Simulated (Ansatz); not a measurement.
## Run report: Ge, single-point calculation (part 2 of 2)

Continued. System: Ge (slab, 16 atoms in the cell). Method: DFT PBEsol, scalar-relativistic, plane waves, PAW, no spin polarisation (Ansatz 0.2.0); cutoff 420 eV, 9×5×1 k-mesh, Gaussian smearing of 0.1 eV. The structure derives from a Materials Project entry. It belongs to a series of runs on one base structure; here: (1 0 1) slab cut from the bulk.

Geometry of the input (Å; fractional positions):
```
3.9970  0.0000  0.0000
-1.9985  7.4494  0.0000
0.0000  0.0000  25.8530
Ge 0.0473  0.0946  0.2901
Ge 0.3153  0.6306  0.3099
Ge 0.9006  0.8012  0.3345
Ge 0.1686  0.3372  0.3542
Ge 0.6553  0.3105  0.4087
Ge 0.9233  0.8465  0.4284
Ge 0.5086  0.0171  0.4530
Ge 0.7766  0.5531  0.4728
Ge 0.2632  0.5264  0.5272
Ge 0.5312  0.0624  0.5470
Ge 0.1165  0.2331  0.5716
Ge 0.3845  0.7690  0.5913
Ge 0.8712  0.7424  0.6458
Ge 0.1392  0.2783  0.6655
Ge 0.7245  0.4490  0.6901
Ge 0.9925  0.9849  0.7099
```

### Log, continued
```
  k-point 0: bands = ["-23.3954", "-23.3909", "-23.3876", "-23.3598", "-23.3393", "-23.3218", "-23.3139", "-23.3089", "-23.3022", "-23.2976", "-23.2864", "-23.2800", "-23.2789", "-23.2629", "-23.2608", "-23.2503", "-23.2448", "-23.2445", "-23.1998", "-23.1905", "-23.1887", "-23.1849", "-23.1763", "-23.1704", "-23.1382", "-23.1369", "-23.1321", "-23.1231", "-23.1126", "-23.1125", "-23.1013", "-23.0996", "-23.0969", "-23.0941", "-23.0930", "-23.0852", "-23.0849", "-23.0833", "-23.0571", "-23.0543", "-23.0414", "-23.0329", "-23.0284", "-23.0229", "-23.0225", "-23.0132", "-23.0099", "-23.0075", "-23.0063", "-23.0042", "-22.9939", "-22.9853", "-22.9848", "-22.9739", "-22.9512", "-22.9512", "-22.9258", "-22.9251", "-22.9235", "-22.9235", "-22.9042", "-22.9040", "-22.8870", "-22.8868", "-22.8793", "-22.8792", "-22.8629", "-22.8629", "-22.8363", "-22.8363", "-22.8301", "-22.8301", "-22.8189", "-22.8187", "-22.7809", "-22.7809", "-22.7796", "-22.7795", "-22.7369", "-22.7369", "-11.0068", "-10.3989", "-9.5653", "-9.1205", "-8.9155", "-8.8108", "-8.6600", "-6.8709", "-6.7432", "-5.8093", "-5.7105", "-5.6664", "-5.3642", "-3.9066", "-1.9829", "-1.8759", "-1.8186", "-0.9135", "-0.8007", "-0.7417", "-0.7349", "-0.2911", "-0.2613", "-0.0275", "0.0086", "0.1413", "0.2834", "0.6008", "0.8841", "0.9034", "1.2821", "1.3581", "1.9521", "2.2052", "2.2205", "2.3799", "2.6199", "2.7336", "2.9698", "3.2340", "3.3483", "3.5491", "3.8167", "4.1695", "4.2235", "4.5583", "4.6400", "4.7342", "4.8158", "5.2775", "5.7411", "5.8494", "5.8930", "6.2583", "6.3254"]
  k-point 1: bands = ["-23.3955", "-23.3911", "-23.3874", "-23.3619", "-23.3421", "-23.3204", "-23.3163", "-23.3084", "-23.3028", "-23.2997", "-23.2845", "-23.2761", "-23.2738", "-23.2666", "-23.2579", "-23.2476", "-23.2436", "-23.2406", "-23.2004", "-23.1954", "-23.1927", "-23.1847", "-23.1773", "-23.1592", "-23.1421", "-23.1376", "-23.1348", "-23.1311", "-23.1164", "-23.1081", "-23.1032", "-23.0993", "-23.0992", "-23.0941", "-23.0909", "-23.0855", "-23.0842", "-23.0825", "-23.0568", "-23.0541", "-23.0411", "-23.0334", "-23.0284", "-23.0247", "-23.0239", "-23.0149", "-23.0091", "-23.0072", "-23.0060", "-23.0018", "-22.9944", "-22.9811", "-22.9796", "-22.9740", "-22.9528", "-22.9528", "-22.9257", "-22.9251", "-22.9220", "-22.9219", "-22.9011", "-22.9009", "-22.8884", "-22.8881", "-22.8760", "-22.8760", "-22.8611", "-22.8611", "-22.8370", "-22.8370", "-22.8354", "-22.8353", "-22.8284", "-22.8283", "-22.7796", "-22.7796", "-22.7754", "-22.7754", "-22.7352", "-22.7352", "-10.9138", "-10.3103", "-9.6188", "-9.4838", "-9.1744", "-8.7685", "-8.3354", "-6.9883", "-6.7803", "-6.0767", "-5.5496", "-5.1740", "-4.5926", "-3.9742", "-2.5238", "-2.1937", "-1.6278", "-1.0972", "-1.0179", "-0.8643", "-0.6835", "-0.5520", "-0.3248", "-0.3146", "0.0581", "0.1059", "0.2846", "0.4484", "0.6088", "0.8724", "1.1672", "1.2855", "1.9602", "2.2424", "2.4075", "2.6891", "2.7236", "2.9148", "3.3138", "3.4268", "3.5268", "3.5523", "4.2774", "4.3914", "4.5035", "4.6495", "4.7762", "4.8028", "4.9902", "5.4143", "5.6284", "5.6725", "5.8854", "6.0006", "6.3063"]
  k-point 2: bands = ["-23.3957", "-23.3914", "-23.3870", "-23.3654", "-23.3456", "-23.3215", "-23.3145", "-23.3101", "-23.3036", "-23.3016", "-23.2798", "-23.2732", "-23.2704", "-23.2679", "-23.2529", "-23.2446", "-23.2418", "-23.2305", "-23.2048", "-23.1990", "-23.1956", "-23.1917", "-23.1705", "-23.1489", "-23.1466", "-23.1449", "-23.1403", "-23.1330", "-23.1228", "-23.1082", "-23.1046", "-23.1006", "-23.0992", "-23.0940", "-23.0895", "-23.0877", "-23.0841", "-23.0792", "-23.0560", "-23.0538", "-23.0407", "-23.0347", "-23.0283", "-23.0268", "-23.0259", "-23.0150", "-23.0097", "-23.0066", "-23.0055", "-22.9983", "-22.9942", "-22.9742", "-22.9741", "-22.9732", "-22.9553", "-22.9552", "-22.9258", "-22.9255", "-22.9197", "-22.9197", "-22.8944", "-22.8943", "-22.8904", "-22.8901", "-22.8670", "-22.8669", "-22.8583", "-22.8583", "-22.8488", "-22.8487", "-22.8413", "-22.8412", "-22.8383", "-22.8383", "-22.7796", "-22.7796", "-22.7692", "-22.7691", "-22.7327", "-22.7327", "-10.6391", "-10.1919", "-10.0478", "-9.6450", "-9.3156", "-8.8488", "-8.1199", "-7.3676", "-6.6069", "-5.9574", "-5.1044", "-4.3912", "-4.1235", "-3.3579", "-3.0338", "-2.8303", "-2.3009", "-1.9990", "-1.3717", "-1.2669", "-0.8087", "-0.6972", "-0.2016", "0.0100", "0.0220", "0.1289", "0.4085", "0.4433", "0.5703", "0.8588", "0.9597", "1.2182", "1.6756", "2.2362", "2.5566", "2.7711", "3.0257", "3.2504", "3.5229", "3.5519", "3.5795", "3.6926", "4.3960", "4.5410", "4.8432", "5.0572", "5.0694", "5.4693", "5.4700", "5.5255", "5.6419", "5.6823", "5.9599", "5.9660", "6.1685"]
  k-point 22: bands = ["-23.4113", "-23.3841", "-23.3801", "-23.3677", "-23.3589", "-23.3380", "-23.3310", "-23.3010", "-23.2942", "-23.2903", "-23.2582", "-23.2547", "-23.2465", "-23.2441", "-23.2376", "-23.2319", "-23.2296", "-23.2259", "-23.2146", "-23.2082", "-23.1998", "-23.1973", "-23.1796", "-23.1655", "-23.1593", "-23.1509", "-23.1468", "-23.1318", "-23.1292", "-23.1092", "-23.1020", "-23.0970", "-23.0885", "-23.0879", "-23.0870", "-23.0770", "-23.0741", "-23.0738", "-23.0711", "-23.0663", "-23.0643", "-23.0612", "-23.0195", "-23.0191", "-23.0155", "-23.0154", "-23.0105", "-23.0095", "-22.9959", "-22.9945", "-22.9853", "-22.9752", "-22.9622", "-22.9611", "-22.9487", "-22.9484", "-22.9293", "-22.9293", "-22.9288", "-22.9288", "-22.8992", "-22.8992", "-22.8879", "-22.8872", "-22.8699", "-22.8698", "-22.8668", "-22.8668", "-22.8563", "-22.8561", "-22.8509", "-22.8509", "-22.8171", "-22.8171", "-22.7883", "-22.7883", "-22.7652", "-22.7652", "-22.7252", "-22.7251", "-9.5411", "-9.0909", "-8.6131", "-8.2969", "-8.1715", "-7.9264", "-7.6742", "-6.9095", "-6.8231", "-6.6372", "-6.4501", "-6.3284", "-5.9371", "-5.2845", "-4.5283", "-4.1708", "-2.6941", "-2.4900", "-2.2235", "-2.0946", "-1.8557", "-1.6564", "-1.1532", "-0.9821", "-0.6359", "-0.6195", "-0.5438", "-0.3284", "-0.2832", "0.6270", "0.6809", "0.8633", "1.0010", "1.1123", "1.2584", "2.7407", "2.8902", "3.0907", "3.1443", "3.7598", "3.9107", "4.2655", "4.7474", "4.8964", "5.0617", "5.1022", "5.1889", "5.6354", "5.6687", "5.8857", "6.1464", "6.2723", "6.3346", "6.4843", "6.6877"]
```

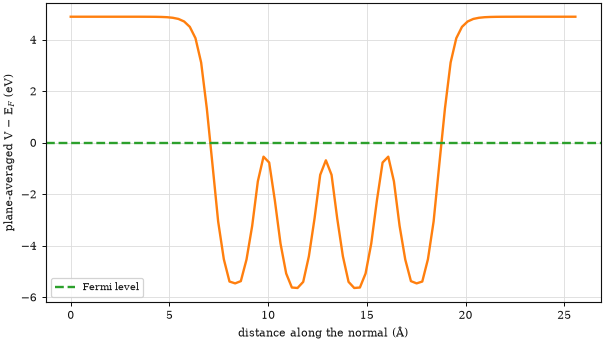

**Figure 1.** Plane average of the electrostatic potential energy of an electron across the cell, from the Fermi level. The vacuum level lies 4.88 eV above the Fermi level.

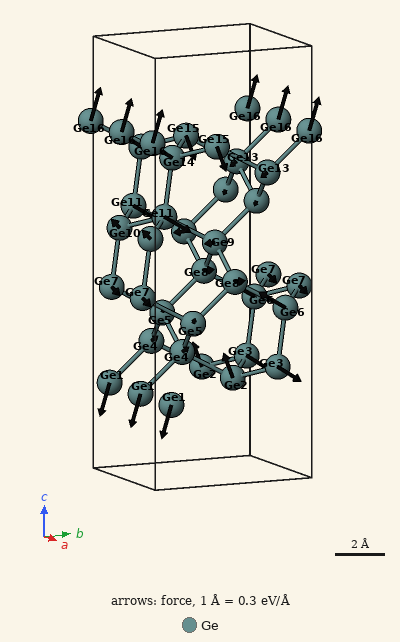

**Figure 2.** Forces on the atoms as black arrows (ball-and-stick view of the 2 × 1 repeat of the cell, with the vacuum cut short, seen slightly off an axis; atoms are numbered from 1 in the order of the input). The largest act on Ge1, Ge16 (0.44 eV/Å); Ge6, Ge11 (0.42 eV/Å); Ge3, Ge14 (0.37 eV/Å); Ge2, Ge15 (0.34 eV/Å), among others. The geometry is not a stationary point of this energy.

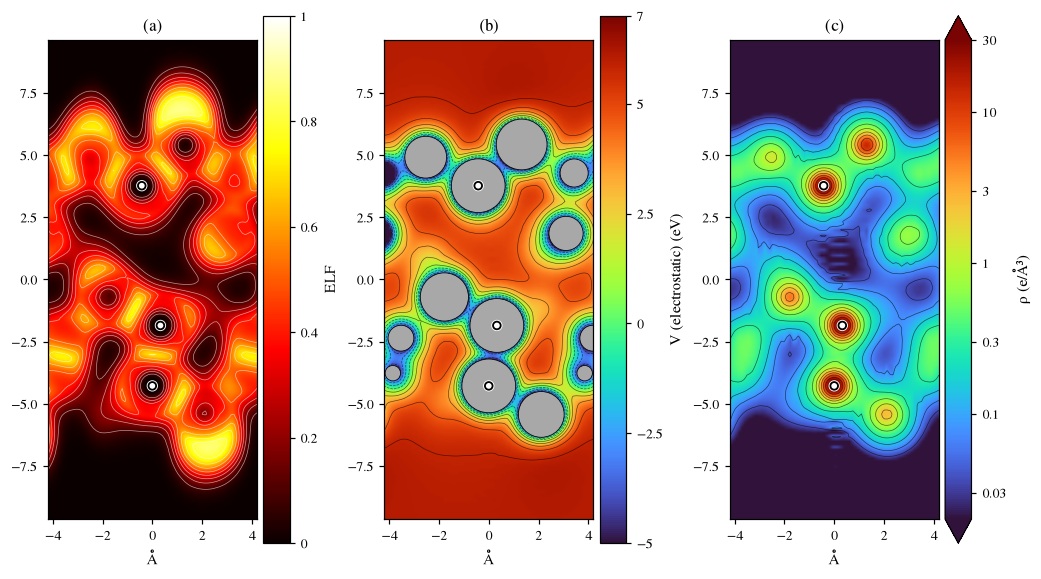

**Figure 3.** (a) electron localisation function; (b) electrostatic potential energy of an electron; (c) valence charge density (pseudo) on the (11̄0) plane of the calculation cell, a cut from vacuum to vacuum. Circles mark the nuclei in the plane (Ge). Grey discs, where drawn, cover atomic cores. Atoms in the plane: Ge. Ge–Ge (2.45 Å): the density is about 0.46 e/Å³ at the midpoint; the ELF peaks at about 0.70 between the atoms. The density dies away to nearly zero in the vacuum. In a PAW calculation such maps are meaningful between the atoms, not at the nuclei.

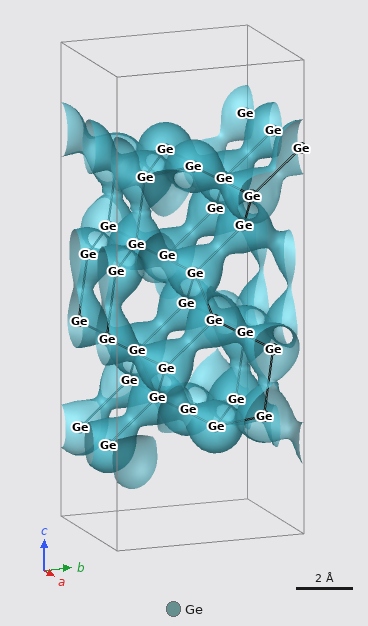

**Figure 4.** Isosurface of the valence electron density at 0.4 e/Å³ (cyan), seen slightly off an axis. Sticks mark near contacts. At this value the density is joined into sheets; it holds about 80 % of the electrons treated as valence (semicore included). On the grid the lowest density along these lines, outside the cores, is 0.5 e/Å³ (Ge–Ge, 2.45 Å).

### Key numbers

| quantity | value |
| --- | --- |
| outcome | converged |
| electrons treated | 224 |
| free energy | −68050.6263 eV |
| work function, top face | 4.88 eV |
| work function, bottom face | 4.88 eV |
| Fermi energy | 1.189 eV |
| gap on the k-point mesh | none (metallic) |
| work function (upper face) | 4.88 eV |
| largest force (length of the vector) | 0.442 eV/Å |
| wall time | 2.8 min (CPU time 5.6 min) |
| peak memory | 2.4 GiB |

Warnings of the run: the k-point mesh lowers the symmetry that the run can use; the exchange-correlation potential is rough where the density is thin.
